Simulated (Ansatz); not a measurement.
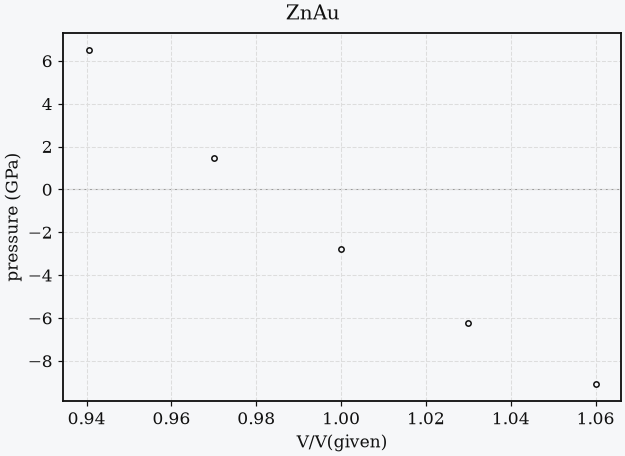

The picture above shows the pressure against V/V(given) for ZnAu, space group Pm-3m (No. 221).

Cell as given: a = 3.150 Å, b = 3.150 Å, c = 3.150 Å, α = 90.00°, β = 90.00°, γ = 90.00°; 2 atoms.

Method: periodic Kohn-Sham DFT of a crystal at fixed atoms, scaled to the stated factor times the given cell; pressure positive in compression (Ansatz 0.2.0). Level: PBEsol, no spin-orbit coupling.

- method: frozen-core PAW
- relativity: scalar
- k mesh: 13×13×13
- occupations: Fermi–Dirac
- smearing width: 0.05 eV
- wave cutoff: 420 eV
- PAW set: soft_2

V(given) is 15.63 Å³/atom.

Read off the course of the pressure.

It falls from 6.5 GPa at V/V(given) 0.941 to −9.1 GPa at 1.060, and changes sign near 0.980.

What does the calculation give for the volume at zero pressure from a fit of the pressures?

15.3 Å³/atom.

Limits of the calculation: PAW files made with PBE; no spin-orbit coupling on heavy atoms.
